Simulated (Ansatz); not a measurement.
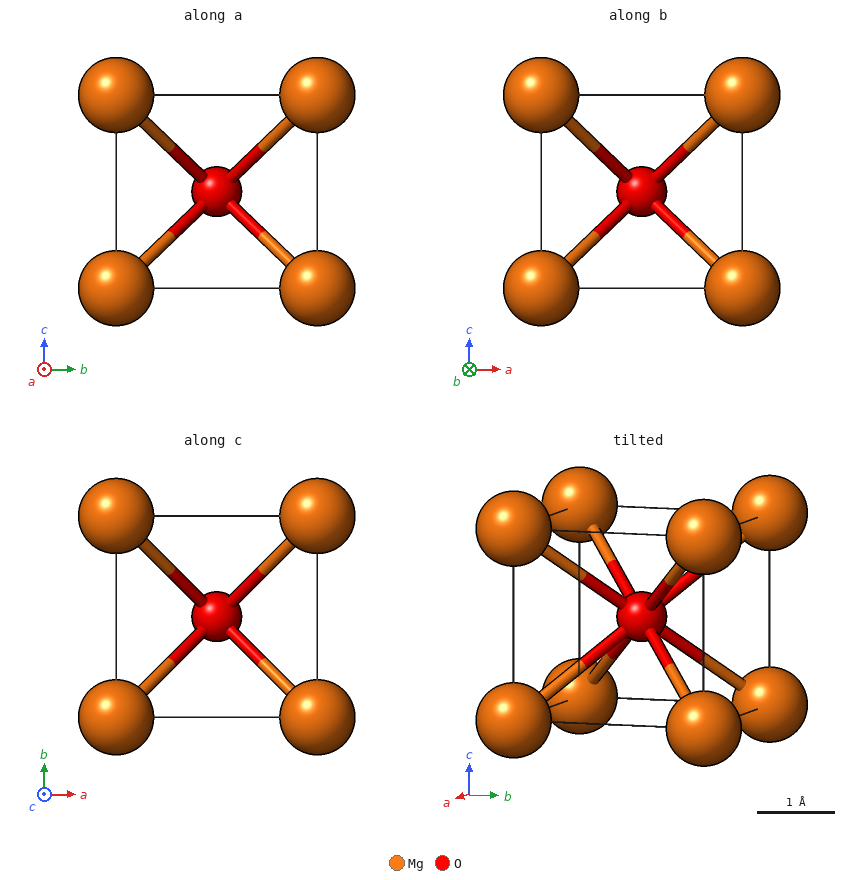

The crystal in a ball-and-stick representation, seen along the a axis, along the b axis, along the c axis and slightly off an axis. The frame is the conventional unit cell; atoms at its boundary are shown with their periodic copies.

Lattice parameters: a = 2.6233 Å, b = 2.6233 Å, c = 2.5174 Å, α = 90.000°, β = 90.000°, γ = 90.000°.

Express the structure as a CIF in P1 with every atom of the cell.

```cif
data_structure
_symmetry_space_group_name_H-M 'P 1'
_symmetry_Int_Tables_number 1
_cell_length_a 2.6233
_cell_length_b 2.6233
_cell_length_c 2.5174
_cell_angle_alpha 90.000
_cell_angle_beta 90.000
_cell_angle_gamma 90.000
_cell_volume 17.32
loop_
_atom_site_label
_atom_site_type_symbol
_atom_site_fract_x
_atom_site_fract_y
_atom_site_fract_z
_atom_site_occupancy
Mg1 Mg 0.0000 0.0000 0.0000 1
O1 O 0.5000 0.5000 0.5000 1
```

It goes back to a structure type filled with these elements by a generator (whether the compound takes this form wasn't checked). The cell was then strained or its atoms displaced on purpose. It was run through Ansatz as a DFT input.

At this level of theory the cell isn't at rest (compressed, at 7 GPa), so its distances can differ from those at equilibrium, the more so the softer the solid.
